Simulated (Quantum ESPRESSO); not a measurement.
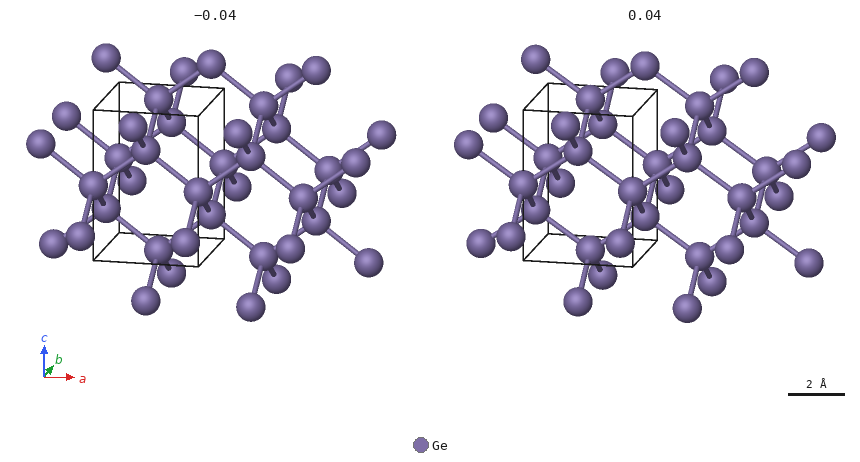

A crystal of Ge (set up in Imma), held at several strains, with the atoms relaxed (per unit of the tabulated number the cell is strained by 0.5 along a, −0.5 along b). The picture shows the first and the last member. Style: ball-and-stick. Shown: the conventional cell (2 times the calculation's cell), repeated 2 × 1 × 1 with one cell outlined, slightly off an axis. Lengths and directions refer to the drawn axes.

Computed with Quantum ESPRESSO 7.5: PBEsol, GBRV 1.5 PBEsol. Set-up: plane-wave cutoff 612.3 eV; k-point mesh 8 × 8 × 8; occupations fermi-dirac; smearing width 0.05 eV; no spin polarisation.

```json
{"strain": "−0.04", "energy (meV/atom)": "6.33"}
{"strain": "−0.02", "energy (meV/atom)": "?"}
{"strain": "−0.01", "energy (meV/atom)": "0.39"}
{"strain": "0", "energy (meV/atom)": "0.00"}
{"strain": "0.01", "energy (meV/atom)": "0.39"}
{"strain": "0.02", "energy (meV/atom)": "1.57"}
{"strain": "0.04", "energy (meV/atom)": "6.33"}
```

### Estimate the missing row from the others, and compare with the calculation.

A parabola through three neighbouring rows (−0.04, −0.01, 0) gives, with Lagrange weights, (0.1667)(6.33) + (1.3333)(0.39) + (−0.5000)(0.00) = 1.58 meV/atom. The calculation gives 1.57 meV/atom. The estimate is 0.01 meV/atom too high. From the first member to the last: Ge–Ge 2.464 → 2.437 Å, Ge–Ge 2.437 → 2.464 Å.

The whole series:

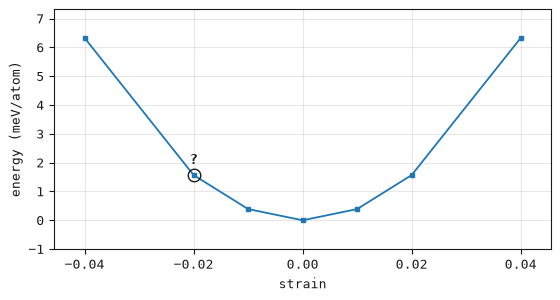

Each member starts from this one structure; whether another phase lies lower wasn't checked.
